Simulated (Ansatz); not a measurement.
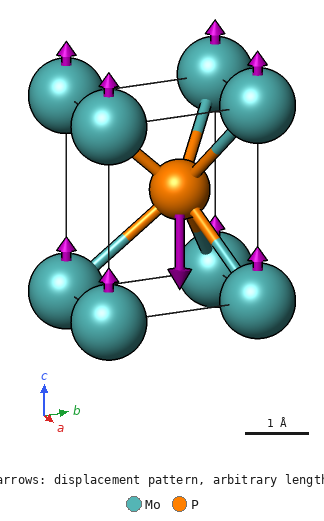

The lowest optical mode of a crystal of MoP relaxed at −3 GPa, space group P-6m2 (No. 187), at the zone centre. The purple arrows give the relative displacements of the atoms. Style: ball-and-stick. Shown: the cell of the calculation, slightly off an axis.

Method: Ansatz, DFT PBEsol, scalar-relativistic, plane waves, PAW. Set-up: plane-wave cutoff 420 eV; k-point mesh 18 × 18 × 14; occupations fermi dirac; smearing width 0.15 eV; target pressure -3 GPa; no spin polarisation.

The frequencies depend somewhat on the k-mesh and the smearing.

Q: Is this crystal at a minimum with respect to the drawn distortion?

A: Yes: this softest mode has a real frequency, and so have all others here. That speaks for this wave vector alone: the rest of the zone wasn't checked in this run. This is the A₂″ mode at 395 cm⁻¹, the lowest optical level, infrared-active by symmetry. The P sublattice moves against the Mo sublattice, along c; the kinetic energy is shared as P 76 %, Mo 24 %. The crystal is a metal, so free carriers screen the infrared response.
